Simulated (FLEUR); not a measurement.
System: zincblende ZnSe, space group F-43m, 2 atoms in the primitive cell.

```cif
data_structure
_symmetry_space_group_name_H-M 'F-43m'
_symmetry_Int_Tables_number 216
_cell_length_a 5.6676
_cell_length_b 5.6676
_cell_length_c 5.6676
_cell_angle_alpha 90.000
_cell_angle_beta 90.000
_cell_angle_gamma 90.000
_cell_volume 182.05
loop_
_atom_site_label
_atom_site_type_symbol
_atom_site_symmetry_multiplicity
_atom_site_Wyckoff_symbol
_atom_site_fract_x
_atom_site_fract_y
_atom_site_fract_z
_atom_site_occupancy
Se1 Se 4 c 0.25000 0.25000 0.25000 1
Zn1 Zn 4 a 0.00000 0.00000 0.00000 1
```

Level of theory: LDA, all-electron, no spin polarisation, no spin-orbit coupling, 8×8×8 k mesh, Fermi-Dirac smearing of 0.05 eV; code FLEUR.

What does the calculation give for the electronic structure? The path is Γ–X–W–K–Γ–L–U–W–L–K|U–X.

The bands leave a gap. The gap along this path is 1.04 eV and direct: both edges lie at Γ. Three bands meet at the valence-band top at Γ: it is triply degenerate (spin aside). The top valence band spans 2.7 eV and the lowest conduction band 4.3 eV. The direct gaps are 5.01 eV at X, 5.24 eV at K and 5.24 eV at U.

Spin-orbit coupling is left out, which matters for Se. LDA, GGA and most meta-GGA functionals understate gaps.

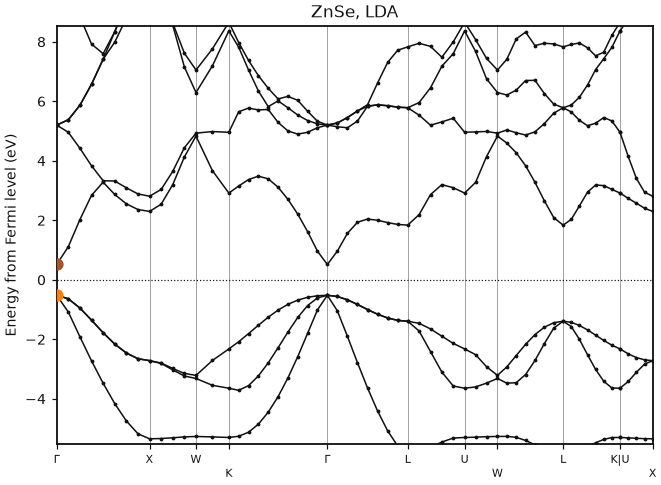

Band structure. Energies are counted from the Fermi level. The path has few k points, so lines between them are rough.
